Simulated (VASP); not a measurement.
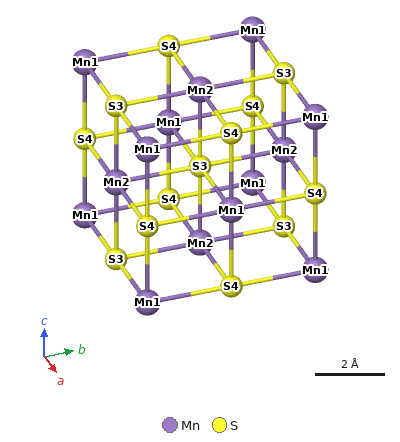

The input geometry (ball-and-stick view of the cell 2 times as large as that of the calculation, set on its symmetry axes, seen at an oblique angle; atoms are numbered from 1 in the order of the input). Near neighbours in the crystal (not all of them lie inside the picture): Mn has 6 S at 2.60 Å; S has 6 Mn at 2.60 Å.

**Geometry relaxation, with input and output: MnS (part 1 of 4)**

System: MnS (4 atoms in the cell).
Method: Kohn-Sham DFT of a periodic cell, LDA, VASP PAW LDA potentials, recommended, spin-polarised (VASP 6.6.1).

The structure derives from an entry of the Crystallography Open Database.

**OSZICAR**
```
N       E                     dE             d eps       ncg     rms          rms(c)
DAV:   1     0.296182005310E+03    0.29618E+03   -0.17754E+04  1960   0.134E+03
DAV:   2    -0.517393968804E+01   -0.30136E+03   -0.29714E+03  1719   0.404E+02
DAV:   3    -0.317465936263E+02   -0.26573E+02   -0.26230E+02  2276   0.114E+02
DAV:   4    -0.324606049726E+02   -0.71401E+00   -0.70873E+00  1957   0.181E+01
DAV:   5    -0.324758189208E+02   -0.15214E-01   -0.15196E-01  2066   0.302E+00    0.164E+01
DAV:   6    -0.300733382679E+02    0.24025E+01   -0.26232E+01  2200   0.463E+01    0.136E+01
DAV:   7    -0.300082737319E+02    0.65065E-01   -0.35251E+00  2167   0.210E+01    0.747E+00
DAV:   8    -0.300092675690E+02   -0.99384E-03   -0.20454E-01  1996   0.301E+00    0.401E+00
DAV:   9    -0.299922949460E+02    0.16973E-01   -0.44221E-02  2134   0.191E+00    0.590E-01
DAV:  10    -0.299945757919E+02   -0.22808E-02   -0.10154E-02  1950   0.106E+00    0.242E-01
DAV:  11    -0.299946149042E+02   -0.39112E-04   -0.82646E-04  2041   0.200E-01    0.159E-01
DAV:  12    -0.299946265346E+02   -0.11630E-04   -0.55223E-05  1942   0.452E-02    0.106E-01
DAV:  13    -0.299946430188E+02   -0.16484E-04   -0.15327E-05  2061   0.320E-02    0.402E-02
DAV:  14    -0.299946460412E+02   -0.30224E-05   -0.11167E-05  2052   0.289E-02    0.753E-03
DAV:  15    -0.299946461972E+02   -0.15595E-06   -0.14457E-06  1866   0.113E-02    0.616E-03
DAV:  16    -0.299946461544E+02    0.42807E-07   -0.57127E-07  1887   0.433E-03
   1 F= -.29994646E+02 E0= -.29993987E+02  d E =-.299946E+02  mag=     0.0000
       N       E                     dE             d eps       ncg     rms          rms(c)
DAV:   1    -0.559922646217E+02   -0.25998E+02   -0.41178E+02  1796   0.240E+02    0.511E+01
DAV:   2    -0.394683860591E+02    0.16524E+02   -0.28078E+02  1880   0.162E+02    0.315E+01
DAV:   3    -0.318670556578E+02    0.76013E+01   -0.15873E+02  2073   0.107E+02    0.179E+01
DAV:   4    -0.307209701327E+02    0.11461E+01   -0.14568E+01  1880   0.302E+01    0.101E+01
DAV:   5    -0.307112927277E+02    0.96774E-02   -0.17503E+00  2112   0.951E+00    0.567E+00
DAV:   6    -0.306952124020E+02    0.16080E-01   -0.84333E-01  2008   0.719E+00    0.223E+00
DAV:   7    -0.306792257897E+02    0.15987E-01   -0.68480E-02  1884   0.210E+00    0.155E+00
DAV:   8    -0.306760436207E+02    0.31822E-02   -0.22599E-02  2181   0.144E+00    0.827E-01
DAV:   9    -0.306776072162E+02   -0.15636E-02   -0.29535E-03  1868   0.464E-01    0.455E-01
DAV:  10    -0.306769560617E+02    0.65115E-03   -0.14023E-03  2204   0.284E-01    0.277E-01
DAV:  11    -0.306768957556E+02    0.60306E-04   -0.12867E-03  2166   0.223E-01    0.891E-02
DAV:  12    -0.306768890646E+02    0.66910E-05   -0.73346E-05  1975   0.737E-02    0.679E-02
DAV:  13    -0.306768706763E+02    0.18388E-04   -0.14475E-04  2123   0.973E-02    0.257E-02
DAV:  14    -0.306768723258E+02   -0.16495E-05   -0.12376E-05  1945   0.303E-02    0.977E-03
DAV:  15    -0.306768720895E+02    0.23636E-06   -0.35381E-06  2139   0.144E-02    0.270E-03
DAV:  16    -0.306768720951E+02   -0.56398E-08   -0.34636E-07  1478   0.479E-03
   2 F= -.30676872E+02 E0= -.30675828E+02  d E =-.682226E+00  mag=     0.0000
       N       E                     dE             d eps       ncg     rms          rms(c)
DAV:   1    -0.317310391180E+02   -0.10542E+01   -0.18037E+01  1810   0.529E+01    0.958E+00
DAV:   2    -0.310391676214E+02    0.69187E+00   -0.10353E+01  1896   0.354E+01    0.795E+00
DAV:   3    -0.307151087473E+02    0.32406E+00   -0.19003E+00  1960   0.158E+01    0.207E+00
DAV:   4    -0.307097044013E+02    0.54043E-02   -0.23571E-01  1782   0.271E+00    0.119E+00
DAV:   5    -0.307031773255E+02    0.65271E-02   -0.24698E-02  1884   0.181E+00    0.692E-01
DAV:   6    -0.307018555565E+02    0.13218E-02   -0.46006E-03  1796   0.449E-01    0.305E-01
DAV:   7    -0.307012815092E+02    0.57405E-03   -0.80928E-04  1917   0.207E-01    0.109E-01
DAV:   8    -0.307013083924E+02   -0.26883E-04   -0.10443E-04  1928   0.877E-02    0.609E-02
DAV:   9    -0.307013128728E+02   -0.44804E-05   -0.47897E-05  2206   0.583E-02    0.331E-02
DAV:  10    -0.307013136496E+02   -0.77684E-06   -0.80382E-06  2012   0.249E-02    0.117E-02
DAV:  11    -0.307013131163E+02    0.53331E-06   -0.15996E-06  2051   0.114E-02    0.418E-03
DAV:  12    -0.307013129996E+02    0.11675E-06   -0.49093E-07  1740   0.358E-03    0.133E-03
DAV:  13    -0.307013129856E+02    0.13975E-07   -0.70007E-08   898   0.153E-03
   3 F= -.30701313E+02 E0= -.30700019E+02  d E =-.706667E+00  mag=     0.0000
       N       E                     dE             d eps       ncg     rms          rms(c)
DAV:   1    -0.307174856043E+02   -0.16173E-01   -0.28151E-01  1782   0.671E+00    0.119E+00
DAV:   2    -0.307084232711E+02    0.90623E-02   -0.17351E-01  1896   0.467E+00    0.115E+00
DAV:   3    -0.307018864321E+02    0.65368E-02   -0.28325E-02  1896   0.202E+00    0.238E-01
DAV:   4    -0.307017205879E+02    0.16584E-03   -0.43747E-03  1800   0.324E-01    0.161E-01
DAV:   5    -0.307015878279E+02    0.13276E-03   -0.76825E-04  1887   0.322E-01    0.824E-02
DAV:   6    -0.307015802149E+02    0.76130E-05   -0.88038E-05  1844   0.615E-02    0.370E-02
DAV:   7    -0.307015737972E+02    0.64177E-05   -0.16242E-05  1896   0.277E-02    0.146E-02
DAV:   8    -0.307015737718E+02    0.25402E-07   -0.15457E-06  1937   0.965E-03    0.719E-03
DAV:   9    -0.307015739291E+02   -0.15721E-06   -0.44095E-07  1515   0.456E-03    0.369E-03
DAV:  10    -0.307015739346E+02   -0.55434E-08   -0.48798E-08   884   0.167E-03
   4 F= -.30701574E+02 E0= -.30700044E+02  d E =-.706928E+00  mag=     0.0000
       N       E                     dE             d eps       ncg     rms          rms(c)
DAV:   1    -0.307183763214E+02   -0.16802E-01   -0.29410E-01  1768   0.686E+00    0.123E+00
DAV:   2    -0.307101957457E+02    0.81806E-02   -0.19463E-01  1882   0.496E+00    0.128E+00
DAV:   3    -0.307019331669E+02    0.82626E-02   -0.34398E-02  1898   0.224E+00    0.263E-01
DAV:   4    -0.307016642226E+02    0.26894E-03   -0.55429E-03  1821   0.390E-01    0.170E-01
DAV:   5    -0.307015120665E+02    0.15216E-03   -0.93718E-04  1873   0.342E-01    0.896E-02
DAV:   6    -0.307015088002E+02    0.32663E-05   -0.10841E-04  2010   0.708E-02    0.344E-02
DAV:   7    -0.307015048414E+02    0.39588E-05   -0.16589E-05  1926   0.282E-02    0.161E-02
DAV:   8    -0.307015042134E+02    0.62808E-06   -0.13712E-06  1847   0.708E-03    0.832E-03
DAV:   9    -0.307015041940E+02    0.19370E-07   -0.38179E-07  1629   0.396E-03
   5 F= -.30701504E+02 E0= -.30699841E+02  d E =-.706858E+00  mag=    -0.0000
       N       E                     dE             d eps       ncg     rms          rms(c)
DAV:   1    -0.307387212402E+02   -0.37217E-01   -0.10038E+00  1656   0.837E+00    0.139E+00
DAV:   2    -0.307142023120E+02    0.24519E-01   -0.77532E-02  1928   0.306E+00    0.931E-01
DAV:   3    -0.307073931480E+02    0.68092E-02   -0.17662E-02  1960   0.137E+00    0.502E-01
DAV:   4    -0.307046611516E+02    0.27320E-02   -0.77277E-03  1926   0.572E-01    0.160E-01
DAV:   5    -0.307046896670E+02   -0.28515E-04   -0.69831E-04  1934   0.210E-01    0.746E-02
DAV:   6    -0.307046915842E+02   -0.19172E-05   -0.83316E-05  2008   0.921E-02    0.431E-02
DAV:   7    -0.307046887482E+02    0.28360E-05   -0.14163E-05  1838   0.376E-02    0.242E-02
DAV:   8    -0.307046877096E+02    0.10386E-05   -0.67496E-06  2065   0.222E-02    0.101E-02
DAV:   9    -0.307046878561E+02   -0.14645E-06   -0.13872E-06  2026   0.121E-02    0.282E-03
DAV:  10    -0.307046878668E+02   -0.10729E-07   -0.19090E-07   994   0.313E-03
   6 F= -.30704688E+02 E0= -.30703464E+02  d E =-.318367E-02  mag=     0.0000
       N       E                     dE             d eps       ncg     rms          rms(c)
DAV:   1    -0.307048250125E+02   -0.13716E-03   -0.38416E-03  1656   0.520E-01    0.841E-02
DAV:   2    -0.307047339831E+02    0.91029E-04   -0.29989E-04  1960   0.193E-01    0.545E-02
DAV:   3    -0.307047083792E+02    0.25604E-04   -0.79938E-05  1948   0.958E-02    0.306E-02
DAV:   4    -0.307046984543E+02    0.99249E-05   -0.31175E-05  1926   0.369E-02    0.106E-02
DAV:   5    -0.307046985525E+02   -0.98257E-07   -0.23918E-06  1895   0.124E-02    0.509E-03
DAV:   6    -0.307046985330E+02    0.19524E-07   -0.24510E-07  1271   0.500E-03
   7 F= -.30704699E+02 E0= -.30703502E+02  d E =-.319434E-02  mag=     0.0000
       N       E                     dE             d eps       ncg     rms          rms(c)
DAV:   1    -0.307758354138E+02   -0.71137E-01   -0.13437E+00  1726   0.140E+01    0.245E+00
DAV:   2    -0.307312587754E+02    0.44577E-01   -0.74137E-01  1882   0.992E+00    0.219E+00
DAV:   3    -0.307088869824E+02    0.22372E-01   -0.93005E-02  1882   0.352E+00    0.496E-01
DAV:   4    -0.307067694920E+02    0.21175E-02   -0.18117E-02  2084   0.828E-01    0.290E-01
DAV:   5    -0.307058886901E+02    0.88080E-03   -0.40642E-03  1898   0.649E-01    0.151E-01
DAV:   6    -0.307058555174E+02    0.33173E-04   -0.34427E-04  1870   0.126E-01    0.742E-02
DAV:   7    -0.307058484885E+02    0.70288E-05   -0.35872E-05  1870   0.517E-02    0.210E-02
DAV:   8    -0.307058459569E+02    0.25317E-05   -0.18545E-05  1924   0.255E-02    0.948E-03
DAV:   9    -0.307058460998E+02   -0.14287E-06   -0.16497E-06  1896   0.104E-02    0.454E-03
DAV:  10    -0.307058461506E+02   -0.50859E-07   -0.18457E-07  1019   0.312E-03
   8 F= -.30705846E+02 E0= -.30704723E+02  d E =-.114762E-02  mag=     0.0000
       N       E                     dE             d eps       ncg     rms          rms(c)
DAV:   1    -0.307089109913E+02   -0.30649E-02   -0.56939E-02  1726   0.286E+00    0.499E-01
DAV:   2    -0.307067969884E+02    0.21140E-02   -0.28747E-02  1854   0.194E+00    0.425E-01
DAV:   3    -0.307060429580E+02    0.75403E-03   -0.35209E-03  1868   0.684E-01    0.996E-02
DAV:   4    -0.307059786313E+02    0.64327E-04   -0.66737E-04  1976   0.144E-01    0.571E-02
DAV:   5    -0.307059478171E+02    0.30814E-04   -0.13904E-04  1870   0.127E-01    0.296E-02
DAV:   6    -0.307059460287E+02    0.17884E-05   -0.13978E-05  1828   0.254E-02    0.119E-02
DAV:   7    -0.307059457863E+02    0.24243E-06   -0.12280E-06  1902   0.883E-03    0.422E-03
DAV:   8    -0.307059457403E+02    0.46017E-07   -0.37374E-07  1600   0.354E-03
   9 F= -.30705946E+02 E0= -.30704827E+02  d E =-.124721E-02  mag=    -0.0000
       N       E                     dE             d eps       ncg     rms          rms(c)
DAV:   1    -0.307133053825E+02   -0.73596E-02   -0.16177E-01  1712   0.431E+00    0.739E-01
DAV:   2    -0.307083958739E+02    0.49095E-02   -0.57316E-02  1884   0.277E+00    0.608E-01
DAV:   3    -0.307066103140E+02    0.17856E-02   -0.73992E-03  1870   0.100E+00    0.173E-01
DAV:   4    -0.307063174452E+02    0.29287E-03   -0.17005E-03  1942   0.230E-01    0.954E-02
DAV:   5    -0.307062165153E+02    0.10093E-03   -0.39907E-04  1896   0.212E-01    0.497E-02
DAV:   6    -0.307062125322E+02    0.39831E-05   -0.52548E-05  1860   0.498E-02    0.191E-02
DAV:   7    -0.307062115578E+02    0.97437E-06   -0.56232E-06  1840   0.208E-02    0.771E-03
DAV:   8    -0.307062114264E+02    0.13135E-06   -0.10784E-06  1903   0.634E-03    0.398E-03
DAV:   9    -0.307062114381E+02   -0.11661E-07   -0.14199E-07   932   0.325E-03
  10 F= -.30706211E+02 E0= -.30705088E+02  d E =-.265698E-03  mag=     0.0000
       N       E                     dE             d eps       ncg     rms          rms(c)
DAV:   1    -0.307064404176E+02   -0.22899E-03   -0.49543E-03  1712   0.752E-01    0.129E-01
DAV:   2    -0.307062852847E+02    0.15513E-03   -0.16624E-03  1884   0.470E-01    0.105E-01
DAV:   3    -0.307062366897E+02    0.48595E-04   -0.20474E-04  1884   0.165E-01    0.300E-02
DAV:   4    -0.307062272916E+02    0.93981E-05   -0.49064E-05  1956   0.377E-02    0.165E-02
DAV:   5    -0.307062243743E+02    0.29173E-05   -0.11294E-05  1924   0.358E-02    0.844E-03
DAV:   6    -0.307062242402E+02    0.13408E-06   -0.14631E-06  1842   0.808E-03    0.325E-03
DAV:   7    -0.307062242094E+02    0.30804E-07   -0.11141E-07   926   0.290E-03
  11 F= -.30706224E+02 E0= -.30705101E+02  d E =-.278469E-03  mag=    -0.0000
       N       E                     dE             d eps       ncg     rms          rms(c)
DAV:   1    -0.307062259997E+02   -0.17595E-05   -0.43146E-05  1712   0.706E-02    0.121E-02
DAV:   2    -0.307062246403E+02    0.13594E-05   -0.14675E-05  1884   0.442E-02    0.985E-03
DAV:   3    -0.307062242179E+02    0.42235E-06   -0.17767E-06  1884   0.154E-02    0.284E-03
DAV:   4    -0.307062241378E+02    0.80196E-07   -0.42042E-07  1601   0.352E-03
  12 F= -.30706224E+02 E0= -.30705101E+02  d E =-.278397E-03  mag=     0.0000
       N       E                     dE             d eps       ncg     rms          rms(c)
DAV:   1    -0.307072966464E+02   -0.10724E-02   -0.26226E-02  1712   0.173E+00    0.296E-01
DAV:   2    -0.307064743030E+02    0.82234E-03   -0.87658E-03  1884   0.108E+00    0.241E-01
DAV:   3    -0.307062182293E+02    0.25607E-03   -0.10840E-03  1884   0.379E-01    0.692E-02
DAV:   4    -0.307061684397E+02    0.49790E-04   -0.25764E-04  1956   0.862E-02    0.379E-02
DAV:   5    -0.307061529754E+02    0.15464E-04   -0.59564E-05  1924   0.820E-02    0.195E-02
DAV:   6    -0.307061522580E+02    0.71736E-06   -0.76682E-06  1856   0.185E-02    0.746E-03
DAV:   7    -0.307061521123E+02    0.14570E-06   -0.63856E-07  1882   0.653E-03    0.277E-03
DAV:   8    -0.307061520906E+02    0.21779E-07   -0.13689E-07   888   0.233E-03
  13 F= -.30706152E+02 E0= -.30705031E+02  d E =-.206350E-03  mag=     0.0000
       N       E                     dE             d eps       ncg     rms          rms(c)
DAV:   1    -0.307072212613E+02   -0.10691E-02   -0.22930E-02  1712   0.162E+00    0.276E-01
DAV:   2    -0.307065092793E+02    0.71198E-03   -0.77445E-03  1884   0.101E+00    0.226E-01
DAV:   3    -0.307062809868E+02    0.22829E-03   -0.95186E-04  1884   0.356E-01    0.643E-02
DAV:   4    -0.307062377638E+02    0.43223E-04   -0.22943E-04  1956   0.821E-02    0.355E-02
DAV:   5    -0.307062242147E+02    0.13549E-04   -0.53052E-05  1924   0.776E-02    0.183E-02
DAV:   6    -0.307062236198E+02    0.59487E-06   -0.68859E-06  1828   0.175E-02    0.703E-03
DAV:   7    -0.307062234811E+02    0.13869E-06   -0.62259E-07  1866   0.655E-03    0.272E-03
DAV:   8    -0.307062234619E+02    0.19175E-07   -0.12727E-07   858   0.227E-03
  14 F= -.30706223E+02 E0= -.30705101E+02  d E =-.277722E-03  mag=    -0.0000
       N       E                     dE             d eps       ncg     rms          rms(c)
DAV:   1    -0.307062316666E+02   -0.81855E-05   -0.15322E-04  1726   0.146E-01    0.254E-02
DAV:   2    -0.307062261477E+02    0.55190E-05   -0.73877E-05  1854   0.989E-02    0.216E-02
DAV:   3    -0.307062241868E+02    0.19609E-05   -0.89774E-06  1868   0.345E-02    0.517E-03
DAV:   4    -0.307062240028E+02    0.18397E-06   -0.17647E-06  2006   0.746E-03    0.289E-03
DAV:   5    -0.307062239179E+02    0.84929E-07   -0.37481E-07  1466   0.660E-03
  15 F= -.30706224E+02 E0= -.30705101E+02  d E =-.455952E-06  mag=    -0.0000
       N       E                     dE             d eps       ncg     rms          rms(c)
DAV:   1    -0.307062506146E+02   -0.26612E-04   -0.52944E-04  1712   0.272E-01    0.473E-02
DAV:   2    -0.307062311889E+02    0.19426E-04   -0.25376E-04  1840   0.184E-01    0.401E-02
DAV:   3    -0.307062244606E+02    0.67283E-05   -0.30642E-05  1854   0.638E-02    0.975E-03
DAV:   4    -0.307062238029E+02    0.65766E-06   -0.62068E-06  2006   0.140E-02    0.558E-03
DAV:   5    -0.307062235044E+02    0.29856E-06   -0.13463E-06  1870   0.124E-02    0.287E-03
DAV:   6    -0.307062234877E+02    0.16696E-07   -0.11994E-07   944   0.251E-03
  16 F= -.30706223E+02 E0= -.30705102E+02  d E =-.257533E-07  mag=     0.0000
       N       E                     dE             d eps       ncg     rms          rms(c)
DAV:   1    -0.307062321158E+02   -0.86114E-05   -0.16047E-04  1726   0.150E-01    0.260E-02
DAV:   2    -0.307062263018E+02    0.58140E-05   -0.78914E-05  1854   0.102E-01    0.223E-02
DAV:   3    -0.307062242165E+02    0.20853E-05   -0.95451E-06  1868   0.356E-02    0.527E-03
DAV:   4    -0.307062240207E+02    0.19586E-06   -0.18221E-06  2020   0.768E-03    0.298E-03
DAV:   5    -0.307062239305E+02    0.90170E-07   -0.39197E-07  1480   0.672E-03
  17 F= -.30706224E+02 E0= -.30705102E+02  d E =-.468571E-06  mag=     0.0000
```

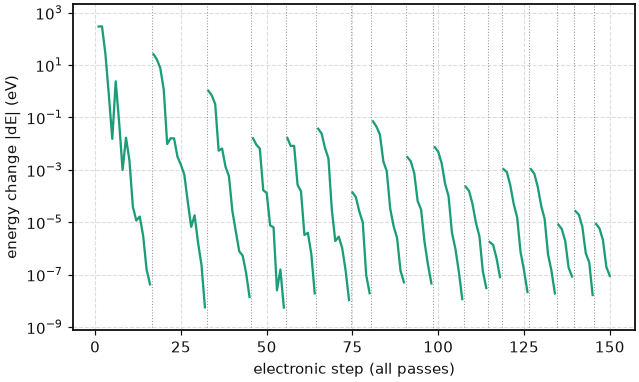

Convergence of the self-consistent field: energy change |dE| against the electronic step. Each stretch between dotted lines is the SCF of one geometry step of a relaxation. The 17 ionic steps take 4 to 16 electronic steps each. The density is held fixed in the first few steps, and dE rises again when its update begins.
